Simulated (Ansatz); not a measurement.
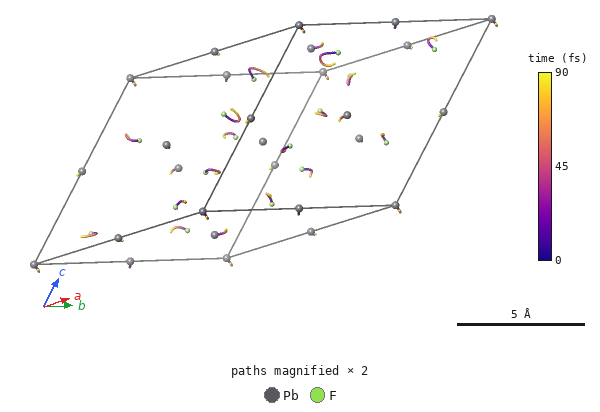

First-principles dynamics of a 24-atom cell of PbF2 (built on the fluorite type), 90 fs long. Dots mark each atom's position at evenly spaced times, coloured by time; spheres stand at the starting positions. The excursions are magnified 2 times. Seen from a free direction in the reduced simulation cell.

These are results of DFT, PBEsol, plane waves, PAW in Ansatz, not measurements. Set-up: plane-wave cutoff 420 eV; k-point mesh 2 × 2 × 2; Fermi-Dirac smearing 0.069 eV; constant energy (NVE); velocities drawn for 800 K; time step 3 fs.

The input:
```yaml
crystal:
  lattice:
    - [0.0, 5.9208777827, 5.9208777827]
    - [5.9208777827, 0.0, 5.9208777827]
    - [5.9208777827, 5.9208777827, 0.0]
  atoms:
    - { symbol: Pb, position: [0.0, 0.0, 0.0] }
    - { symbol: F, position: [0.125, 0.125, 0.125] }
    - { symbol: F, position: [0.375, 0.375, 0.375] }
    - { symbol: Pb, position: [0.0, 0.0, 0.5] }
    - { symbol: F, position: [0.125, 0.125, 0.625] }
    - { symbol: F, position: [0.375, 0.375, 0.875] }
    - { symbol: Pb, position: [0.0, 0.5, 0.0] }
    - { symbol: F, position: [0.125, 0.625, 0.125] }
    - { symbol: F, position: [0.375, 0.875, 0.375] }
    - { symbol: Pb, position: [0.0, 0.5, 0.5] }
    - { symbol: F, position: [0.125, 0.625, 0.625] }
    - { symbol: F, position: [0.375, 0.875, 0.875] }
    - { symbol: Pb, position: [0.5, 0.0, 0.0] }
    - { symbol: F, position: [0.625, 0.125, 0.125] }
    - { symbol: F, position: [0.875, 0.375, 0.375] }
    - { symbol: Pb, position: [0.5, 0.0, 0.5] }
    - { symbol: F, position: [0.625, 0.125, 0.625] }
    - { symbol: F, position: [0.875, 0.375, 0.875] }
    - { symbol: Pb, position: [0.5, 0.5, 0.0] }
    - { symbol: F, position: [0.625, 0.625, 0.125] }
    - { symbol: F, position: [0.875, 0.875, 0.375] }
    - { symbol: Pb, position: [0.5, 0.5, 0.5] }
    - { symbol: F, position: [0.625, 0.625, 0.625] }
    - { symbol: F, position: [0.875, 0.875, 0.875] }
kpoints:
  mp_grid: { grid: [2, 2, 2] }
hamiltonian:
  xc: pbesol
scf:
  occupations: { method: fermi_dirac, width: 0.069 }
md:
  ensemble: nve
  temperature: 800
  timestep: 3.0
  n_steps: 30
  initial_velocities: maxwell_boltzmann
  seed: 2980
```

Launched with:
```bash
ansatz run input.yaml --threads 4 --pin off --max-ram 3686MiB --backend cpu --events-out ev --progress --plain --runs-dir out
```

> Describe the motion.

Root-mean-square distances from the starting positions over the second half, with the common drift of all atoms taken out: F 0.24 Å, Pb 0.20 Å. The run lasts only 90 fs, too short to tell vibration from diffusion. The total energy stays between −0.0019 and 0.18 meV per atom of its start. A straight-line fit has a slope that amounts to +0.079 meV per atom over 90 fs (0.1 % of the mean kinetic energy), and the ripple about it is 0.2 % of the kinetic energy's fluctuation. With a drift under 2 % and a ripple under 7 %, the integration is accurate.

Cost: 4.9 min on 4 threads of Arm Neoverse N1, on a shared host, peak memory 1.7 GiB.
